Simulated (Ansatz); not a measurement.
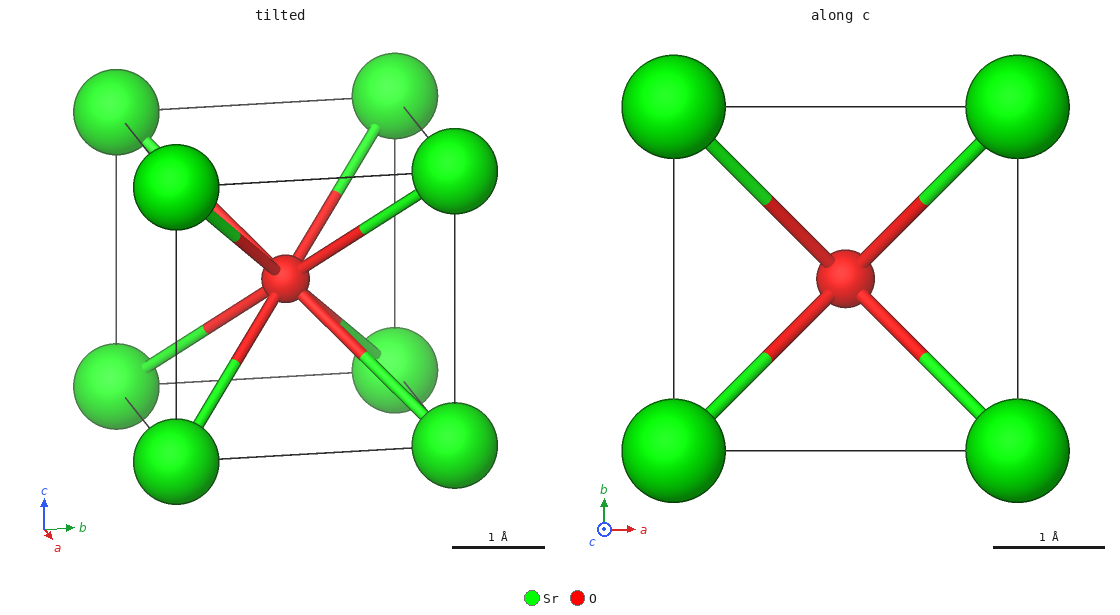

The figure gives a ball-and-stick picture of the atoms, viewed slightly off an axis and along the c axis. The box is the conventional unit cell; atoms on or close to its faces, edges and corners are drawn wherever they repeat.

SrO, caesium chloride (CsCl, B2) type, space group Pm-3m (No. 221), a = 3.103 Å, b = 3.103 Å, c = 3.103 Å, α = 90.00°, β = 90.00°, γ = 90.00°. Starting structure: a structure type filled with these elements by a generator (whether the compound takes this form wasn't checked). Earlier steps of the study may have refined or changed the cell and positions. Ansatz was used for an electronic-structure calculation on it.

This one geometry was computed with Ansatz (DFT, plane waves, PAW) at six levels of theory: PBE, PBE with spin-orbit coupling, HSE06, dielectric-dependent PBE0 (fraction 1/eps_inf of PBE), r2SCANh and PBE0. It was relaxed beforehand with r2SCAN.

### Which level gives the highest pressure at this volume, and what does that say about its equilibrium volume?

Highest: PBE (2.8 GPa) and PBE with spin-orbit coupling (2.8 GPa), which points to the largest equilibrium volume. Lowest, with the smallest volume: HSE06 (-0.3 GPa), r2SCANh (-0.7 GPa) and PBE0 (-0.3 GPa). Levels within 0.5 GPa of each other can't be told apart.

### How does the band gap change with the level of theory?

PBE: a gap of 2.80 eV, indirect; PBE with spin-orbit coupling: a gap of 2.81 eV, indirect; r2SCANh: a gap of 4.14 eV, indirect; HSE06: a gap of 4.33 eV, indirect; dielectric-dependent PBE0 (fraction 1/eps_inf of PBE): a gap of 4.82 eV, indirect; PBE0: a gap of 5.06 eV, indirect.

### Collect the results in a table.

| level | cutoff (eV) | k-mesh of the run's cell | gap (eV) | pressure (GPa) |
| --- | --- | --- | --- | --- |
| PBE | 420 | 8×8×8 | 2.80 | 2.8 |
| PBE with spin-orbit coupling | 420 | 8×8×8 | 2.81 | 2.8 |
| HSE06 | 420 | 6×6×6 | 4.33 | -0.3 |
| dielectric-dependent PBE0 (fraction 1/eps_inf of PBE) | 420 | 6×6×6 | 4.82 | 0.0 |
| r2SCANh | 500 | 6×6×6 | 4.14 | -0.7 |
| PBE0 | 420 | 6×6×6 | 5.06 | -0.3 |

Gaps are taken on the k-mesh or band path of each run.
